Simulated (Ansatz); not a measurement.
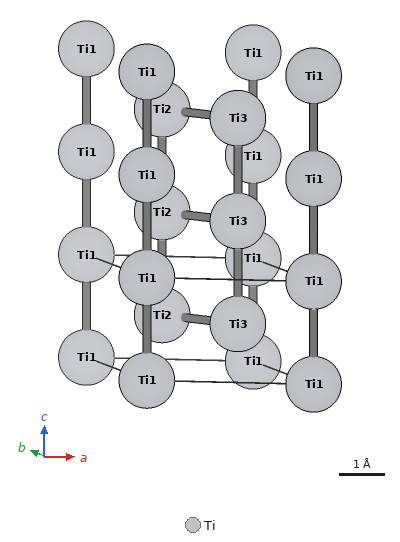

Figure 1. The starting structure (ball-and-stick view of the cell of the calculation, repeated 1 × 1 × 3, seen slightly off an axis; atoms are numbered from 1 in the order of the input). An atom can appear more than once, as a periodic image.

## Ti: geometry relaxation

- system: Ti (P6/mmm, 3 atoms in the cell)
- method: DFT, LDA, all-electron LAPW, scalar-relativistic, no spin polarisation (Ansatz 0.2.0)

It belongs to a series of runs on one base structure; here: omega relaxed under pressure, LAPW. Figures and captions count atoms from 1; the log counts them from 0 in places.

Log
```
The last accepted step is kept in [file] (removed where the run ends without a failure and the disk answers)
LAPW: plane waves up to 10.632 Å⁻¹, error target 5.0e-4 eV per atom; small_component_spin mean_spin; Ti in spheres of 1.061 Å, 20 of its electrons in bands, Dirac shells [] (how accurate: hamiltonian.pseudopotentials.lapw.basis_error, Limitations)
Engine: ansatz 0.2.0, aarch64-unknown-linux-gnu
Pseudopotentials: kind: all_electron
Pseudopotential: Ti, LAPW, valence charge 20, lapw/all_electron/scalar/gaussian/Ti, Koelling and Harmon's equation, gaussian nucleus
Functional definition: SPW92
  exchange = slater_x
  correlation = pw_c
Crystal: 3 atoms, lattice volume = 29.034 Å³
Basis set: ecut = 430.6714709314771 eV, 607 PW (Γ), exchange–correlation at level 2
Bands: 36, of which v1, the nominal top of the filled ones, is band 30 counted from 1 (29 counted from 0)
Symmetry: 24 space group operations
Space group: P6/mmm (ITA 191), of the structure as read, at distance tolerance 3.1e-5 Å
k-points: 98 of 1300
Non-local potential: Ti, projectors of the file, none
Initial density: superposition of atomic densities (chi_scale 0.1, normalization cell)
Initial wavefunctions: plane waves of lowest kinetic energy (no species holds an atomic orbital)
Functional: x = slater, c = lda
iter 1 solved again at ethr=8.34e-4 eV; its pass at ethr=1.00e-1 eV (dr2=5.00e-1 eV) is discarded
SCF iter   1: F=—  HF=-69546.811136 eV  |F-HF|=—  |Δ(HF+E_count)|=         —  Δρ=3.97e-2  dr2=5.01e-1  ethr=8.34e-4  ⟨swp⟩=2.1  Hψ=22108  notcnv=0
preconditioner: auto → none  [metal: Δε(μ)=0.003 eV  Ē_g=22.238 eV  σ=0.100 eV  W_gap=0.01  n_scr=8 (ndim 8)  ℏωp=37.7 eV  f_vac=0.000  D(μ)=2.12/eV (n_scr^D=26)  sad-step TF]
SCF iter   2: F=—  HF=-69546.612935 eV  |F-HF|=—  |Δ(HF+E_count)|=   1.98e-1  Δρ=2.54e-2  dr2=3.61e-1  ethr=8.34e-4  ⟨swp⟩=2.7  Hψ=11778  notcnv=0
SCF iter   3: F=—  HF=-69546.590410 eV  |F-HF|=—  |Δ(HF+E_count)|=   2.25e-2  Δρ=2.51e-2  dr2=3.52e-1  ethr=6.02e-4  ⟨swp⟩=2.1  Hψ=11595  notcnv=0
iter 4 solved again at ethr=4.58e-5 eV; its pass at ethr=5.86e-4 eV (dr2=2.75e-2 eV) is discarded
SCF iter   4: F=—  HF=-69546.540328 eV  |F-HF|=—  |Δ(HF+E_count)|=   5.01e-2  Δρ=8.12e-3  dr2=2.74e-2  ethr=4.58e-5  ⟨swp⟩=2.0  Hψ=17403  notcnv=0
SCF iter   5: F=—  HF=-69546.536598 eV  |F-HF|=—  |Δ(HF+E_count)|=         —  Δρ=1.78e-3  dr2=6.93e-4  ethr=4.57e-5  ⟨swp⟩=2.0  Hψ=11126  notcnv=0
the basis was enlarged: its passes take 508.2 KiB over the memory plan, 1 of 1 planned eigensolver slots
SCF iter   6: F=—  HF=-69546.536491 eV  |F-HF|=—  |Δ(HF+E_count)|=   1.07e-4  Δρ=4.70e-4  dr2=3.83e-5  ethr=1.15e-6  ⟨swp⟩=2.0  Hψ=11176  notcnv=0
SCF iter   7: F=—  HF=-69546.536485 eV  |F-HF|=—  |Δ(HF+E_count)|=   5.63e-6  Δρ=9.89e-5  dr2=3.04e-6  ethr=6.38e-8  ⟨swp⟩=2.0  Hψ=11175  notcnv=0
SCF iter   8: F=-69546.536485 eV  HF=-69546.536485 eV  |F-HF|=9.23e-8  |Δ(HF+E_count)|=   3.61e-7  Δρ=1.44e-5  dr2=8.38e-8  ethr=5.06e-9  ⟨swp⟩=2.0  Hψ=11175  notcnv=0
SCF 1 converged in 8 iterations: F = -69546.536485 eV  dr2 = 8.38e-8
relax step   1: F+E_penalty+E_count = -69546.53648503 eV  Δ(F+E_penalty+E_count) = +0.000e0 eV  max|allowed force component| = 2.714e-16 eV/Å  Δτ_max = 0.0000 Å  P = +140.249 GPa  Ω = 29.034 Å³  (8 SCF iters, accepted)
Crystal: 3 atoms, lattice volume = 29.047 Å³
Basis set: ecut = 430.5510320016504 eV, 607 PW (Γ), exchange–correlation at level 2
Initial density: handed on by an earlier stage of this run
Initial wavefunctions: those handed on with the density
iter 1 solved again at ethr=3.79e-10 eV; its pass at ethr=1.00e-1 eV (dr2=2.27e-7 eV) is discarded
SCF iter   1: F=—  HF=-69546.547143 eV  |F-HF|=—  |Δ(HF+E_count)|=         —  Δρ=3.45e-5  dr2=2.10e-7  ethr=3.79e-10  ⟨swp⟩=4.0  Hψ=20078  notcnv=0
preconditioner: auto → none  [metal: Δε(μ)=0.010 eV  Ē_g=22.274 eV  σ=0.100 eV  W_gap=0.03  n_scr=8 (ndim 8)  ℏωp=37.7 eV  f_vac=0.000  D(μ)=2.64/eV (n_scr^D=32)]
SCF iter   2: F=-69546.547143 eV  HF=-69546.547143 eV  |F-HF|=1.17e-7  |Δ(HF+E_count)|=   1.17e-7  Δρ=1.43e-5  dr2=9.22e-8  ethr=3.50e-10  ⟨swp⟩=2.9  Hψ=11350  notcnv=0
SCF 2 converged in 2 iterations: F = -69546.547143 eV  dr2 = 9.22e-8
relax step   2: F+E_penalty+E_count = -69546.54714287 eV  Δ(F+E_penalty+E_count) = -1.066e-2 eV  max|allowed force component| = 5.674e-16 eV/Å  Δτ_max = 0.0000 Å  P = +140.046 GPa  Ω = 29.047 Å³  (2 SCF iters, accepted)
iter 1 solved again at ethr=1.54e-10 eV; its pass at ethr=1.00e-1 eV (dr2=9.26e-8 eV) is discarded
SCF iter   1: F=—  HF=-69546.547143 eV  |F-HF|=—  |Δ(HF+E_count)|=         —  Δρ=1.43e-5  dr2=9.23e-8  ethr=1.54e-10  ⟨swp⟩=2.6  Hψ=16168  notcnv=0
SCF iter   2: F=—  HF=-69546.547143 eV  |F-HF|=—  |Δ(HF+E_count)|=   1.40e-7  Δρ=4.02e-5  dr2=9.94e-7  ethr=1.54e-10  ⟨swp⟩=3.3  Hψ=11884  notcnv=0
SCF iter   3: F=-69546.547143 eV  HF=-69546.547143 eV  |F-HF|=1.03e-8  |Δ(HF+E_count)|=   1.54e-7  Δρ=5.18e-6  dr2=9.37e-9  ethr=1.54e-10  ⟨swp⟩=2.8  Hψ=11310  notcnv=0
SCF 3 converged in 3 iterations: F = -69546.547143 eV  dr2 = 9.37e-9
relax step   3: F+E_penalty+E_count = -69546.54714286 eV  Δ(F+E_penalty+E_count) = +6.607e-9 eV  max|allowed force component| = 4.194e-16 eV/Å  Δτ_max = 0.0000 Å  P = +140.045 GPa  Ω = 29.047 Å³  stress off target by 5.79e-2 GPa  SCF on the basis re-selected at this cell (its energy is not comparable with the rows above)  (3 SCF iters)
```

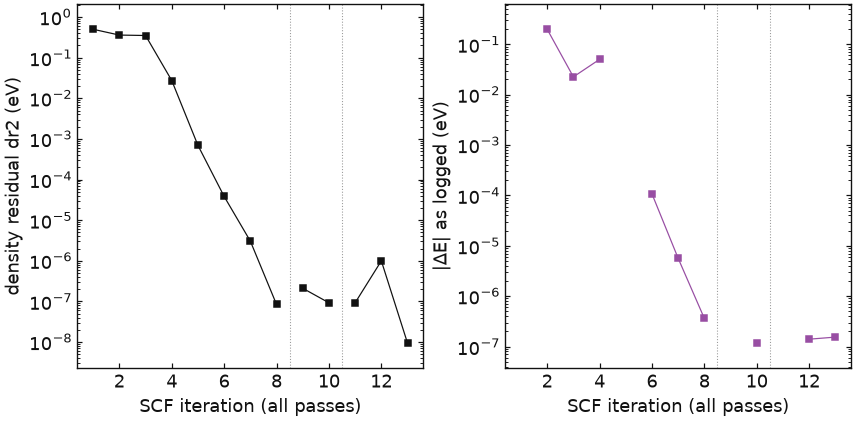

Figure 2. Convergence of the self-consistent field: density residual dr2 and size of the energy change against the SCF iteration. The dotted lines part the SCF passes of the relaxation: geometry steps, rejected trials and re-solves on a re-selected basis. The passes take 8, 2 and 3 iterations.

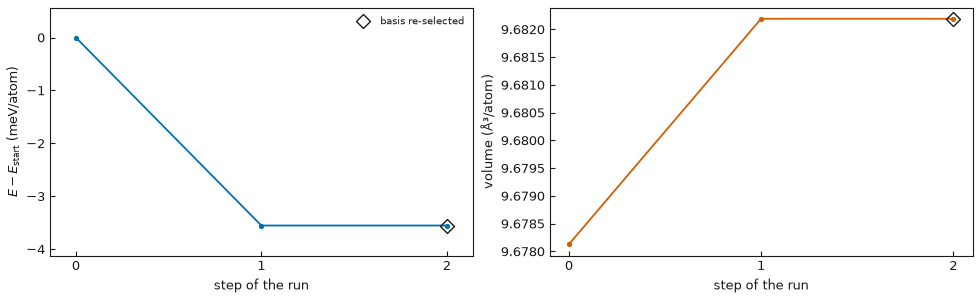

Figure 3. Progress of the relaxation, step by step (the first geometry is step 0 here and step 1 in the log). No atom moves by more than 0.005 Å. The cell stays as it was. The space group stays P6/mmm (No. 191). Over 1 geometry step the energy falls by 3.6 meV per atom. All forces vanish by symmetry, so only the cell relaxes. The pressure goes from 140.25 to 140.05 GPa. A last SCF at the same geometry on a re-selected plane-wave basis shifts the energy by next to nothing (0.0 meV per atom). (Atoms are counted from 1 in the order of the input.)

```
basis re-selected at this cell: Δ(F+E_penalty+E_count) = +6.607e-9 eV, ΔP = -0.000 GPa vs the last step (what re-selecting the basis moved, after the strain that the cell walked since its last selection, with what the two solves' SCF thresholds leave and, on support functions, any second-order correction that the steps lacked; it is no measure of the basis error at this ecutwfc). This SCF's stress stands 5.79e-2 GPa from its target on what of the cell is left free (relax.cell.stress_tol is 7.00e-2 GPa) and its largest allowed force component is 4.19e-16 eV/Å (relax.f_tol is 5.00e-3 eV/Å): within both
SCF converged after 3 iterations
Free energy (F): -69546.547143 eV
Harris-Foulkes:  -69546.547143 eV  (|F-HF|=1.03e-8)
Internal energy: -69546.460592 eV  (E = F + TS)
E sigma→0 (E₀):  -69546.503868 eV
Entropy (-TS):   -0.086550 eV (-28.850 meV/atom)
Fermi energy:    25.463972 eV
--- Per-component energies (eV) ---
  E_band       = -10403.130606
  E_kinetic    = 70254.396003
  E_xc         = -3319.641336
  E_electrostatic = -136481.215259  (all electrons and nuclei)
  E_smearing   = -0.086550  (= −TS)
  E_closure    = 0.000000  (closes the sum)
  E_atoms      = -69529.671298  (free atoms, spherical and without spin; not in F)
  Σ components = -69546.547143   (vs F -69546.547143, Δ=0.00e0)
  Basis errors (estimates in eV, not in F): energy 1.5e-4 per atom: plane waves 1.3e-4 (7.2e-5 summed), levels above the bands 2.2e-17, relativity 2.1e-8, radial functions 2.1e-5, core shells 1.6e-12; eigenvalues (radial functions only) 9.8e-8; not estimated: angular momenta, meshes, grids; target (lapw.basis_error) 5.0e-4; muffin-tin radii Ti 1.061 Å
--- Forces (eV/Å), atoms counted from 1 ---
  atom   1  Ti    -0.00000000     0.00000000     0.00000000
  atom   2  Ti     0.00000000    -0.00000000     0.00000000
  atom   3  Ti    -0.00000000     0.00000000    -0.00000000
  max |Σ_I F_I| component: 3.70e-16 eV/Å
--- Stress (GPa, compression-positive) ---
      140.057888      -0.000000       0.000000
       -0.000000     140.057888       0.000000
        0.000000       0.000000     140.020310
  P = ⅓ Tr σ = 140.0454 GPa (1400.454 kbar)
--- Band table (eV; the first three rows and the last of 98) ---
  k-point 0: bands = ["-501.7541", "-501.5482", "-501.5482", "-410.2402", "-410.2402", "-410.2008", "-410.0461", "-410.0461", "-410.0461", "-410.0461", "-410.0448", "-410.0448", "-30.5881", "-29.3760", "-28.9927", "-7.6956", "-7.6956", "-7.1535", "-7.1535", "-5.6541", "-4.7932", "-4.6742", "-4.6538", "-4.6538", "19.7127", "21.3301", "25.1231", "25.1231", "25.2995", "25.2995", "25.6000", "26.2687", "27.4141", "27.4141", "28.4575", "28.4575"]
  k-point 1: bands = ["-501.7541", "-501.5482", "-501.5482", "-410.2402", "-410.2402", "-410.2008", "-410.0461", "-410.0461", "-410.0461", "-410.0461", "-410.0448", "-410.0448", "-30.5497", "-29.3638", "-28.9692", "-7.6716", "-7.6716", "-7.1115", "-7.1115", "-5.8014", "-4.9584", "-4.8071", "-4.6660", "-4.6660", "19.9686", "21.6204", "24.7121", "24.7121", "25.0659", "25.0659", "25.9613", "26.5199", "27.3878", "27.3878", "28.4431", "28.4431"]
  k-point 2: bands = ["-501.7541", "-501.5482", "-501.5482", "-410.2402", "-410.2402", "-410.2008", "-410.0461", "-410.0461", "-410.0461", "-410.0461", "-410.0448", "-410.0448", "-30.4399", "-29.3320", "-28.9035", "-7.6045", "-7.6045", "-6.9906", "-6.9906", "-6.1963", "-5.4064", "-5.1676", "-4.7041", "-4.7041", "20.6624", "22.4165", "23.7671", "23.7671", "24.4696", "24.4696", "26.9944", "27.2765", "27.4320", "27.4320", "28.3331", "28.3331"]
  k-point 97: bands = ["-501.7541", "-501.5482", "-501.5482", "-410.2402", "-410.2402", "-410.2008", "-410.0461", "-410.0461", "-410.0461", "-410.0461", "-410.0448", "-410.0448", "-29.2891", "-29.2594", "-29.1122", "-8.5218", "-7.8028", "-7.5787", "-6.6033", "-6.3649", "-5.9594", "-5.8614", "-5.7348", "-4.6070", "20.4175", "22.9446", "23.4582", "23.5758", "23.9316", "24.0053", "25.9289", "26.4696", "26.8493", "27.2747", "28.9859", "31.4973"]
--- Relaxed structure (2 steps of the walk, 2 accepted, 1 SCFs on fresh bases) ---
  F+E_penalty+E_count = -69546.54714286 eV   max|allowed force component| = 4.194e-16 eV/Å   (the final SCF, on the basis selected at the relaxed cell)
  cell:  # Å, volume = 29.0466 Å³
    - [3.790673809150268, -2.88721360379569e-11, 0.0]
    - [-1.89533690455013, 3.282819816198893, 0.0]
    - [0.0, 0.0, 2.334163767077906]
  atoms:
    - { symbol: Ti, position: [-3.261734076187959e-35, 2.9338222282019055e-35, 0.0] }
    - { symbol: Ti, position: [0.33333333333333337, 0.6666666666666666, 0.5] }
    - { symbol: Ti, position: [0.6666666666666665, 0.3333333333333333, 0.5] }
```

Trajectory as extended XYZ (Å, eV, eV/Å), 3 frames, from step=1 to step=3
```
3
Lattice="3.7901 0.0000 0.0000 -1.8950 3.2823 0.0000 0.0000 0.0000 2.3339" Properties=species:S:1:pos:R:3:forces:R:3 step=1 energy=-69546.53649 pressure_GPa=140.25
Ti    0.0000    0.0000    0.0000    0.0000   0.0000   0.0000
Ti    0.0000    2.1882    1.1670    0.0000   0.0000   0.0000
Ti    1.8950    1.0941    1.1670    0.0000   0.0000   0.0000
3
Lattice="3.7907 0.0000 0.0000 -1.8953 3.2828 0.0000 0.0000 0.0000 2.3342" Properties=species:S:1:pos:R:3:forces:R:3 step=2 energy=-69546.54714 pressure_GPa=140.05
Ti    0.0000    0.0000    0.0000    0.0000   0.0000   0.0000
Ti    0.0000    2.1885    1.1671    0.0000   0.0000   0.0000
Ti    1.8953    1.0943    1.1671    0.0000   0.0000   0.0000
3
Lattice="3.7907 0.0000 0.0000 -1.8953 3.2828 0.0000 0.0000 0.0000 2.3342" Properties=species:S:1:pos:R:3:forces:R:3 step=3 energy=-69546.54714 pressure_GPa=140.05
Ti    0.0000    0.0000    0.0000    0.0000   0.0000   0.0000
Ti    0.0000    2.1885    1.1671    0.0000   0.0000   0.0000
Ti    1.8953    1.0943    1.1671    0.0000   0.0000   0.0000
```

The run was set up as follows.

Input
```yaml
crystal:
  lattice:
    - [3.7900598105, 0.0, 0.0]
    - [-1.8950299052, 3.2822880777, 0.0]
    - [0.0, 0.0, 2.3339407229]
  atoms:
    - { symbol: Ti, position: [0.0, 0.0, 0.0] }
    - { symbol: Ti, position: [0.3333333333, 0.6666666667, 0.5] }
    - { symbol: Ti, position: [0.6666666667, 0.3333333333, 0.5] }
kpoints:
  mp_grid: { grid: [10, 10, 13] }
scf:
  occupations: { method: fermi_dirac, width: 0.1 }
hamiltonian:
  xc: lda
  pseudopotentials: { kind: all_electron, lapw: { basis_error: 0.0005 } }
output:
  forces: true
  stress: true
  eigenvalues: true
relax:
  f_tol: 0.005
  max_steps: 12
  cell: { p_target: 140.0, stress_tol: 0.07 }
```

Launch command:
```bash
ansatz run input.yaml --threads 1 --pin off --max-ram 3584MiB --backend cpu --events-out ev --progress --plain --runs-dir out
```

Summary

| quantity | value |
| --- | --- |
| outcome | converged |
| space group (tolerance 0.01 Å) | P6/mmm (191) |
| electrons in bands (core shells apart) | 60 |
| free energy | −69546.5471 eV |
| Fermi energy | 25.464 eV |
| pressure | 140.05 GPa |
| final volume | 29.05 Å³ |
| largest force (length of the vector) at the end | under 0.001 eV/Å |
| final cell | a = 3.791 Å, b = 3.791 Å, c = 2.334 Å, α = 90.00°, β = 90.00°, γ = 120.00° |
| hardware | 1 thread of Arm Neoverse V1, 24 GiB of memory available, shared host |
| wall time | 92 s |
| peak memory | 0.58 GiB |

Remarks

The cell was relaxed to the target pressure of the input; what is minimised is then the enthalpy E + pV.
